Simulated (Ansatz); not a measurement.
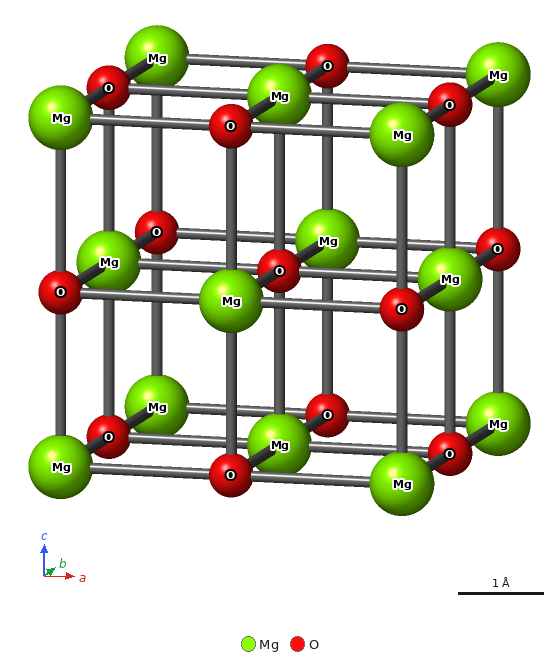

Normal modes of crystalline MgO relaxed at 4 GPa, space group Fm-3m (No. 225), at the zone centre. The picture is a ball-and-stick view of the conventional cell (4 times the calculation's cell), seen slightly off an axis. Lengths and directions refer to the drawn axes.

All numbers below come from DFT PBE, scalar-relativistic, plane waves, PAW (Ansatz). (plane-wave cutoff 420 eV; k-point mesh 10 × 10 × 10; occupations fixed; target pressure 4 GPa; no spin polarisation)

Frequencies are those without the non-analytic (LO–TO) term.

Which optical modes does it have, at what frequencies, and is it stable there?

The calculation's cell holds 2 atoms, so there are 3 optical modes, in 1 level. The optical modes span T₁u. No level is unstable.

| level | symmetry | frequency (cm⁻¹) | activity |
| --- | --- | --- | --- |
| 1 | T₁u | 388 | infrared-active |

The displacement patterns (one member of each degenerate set):

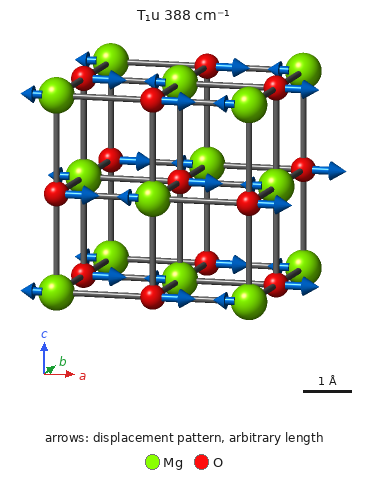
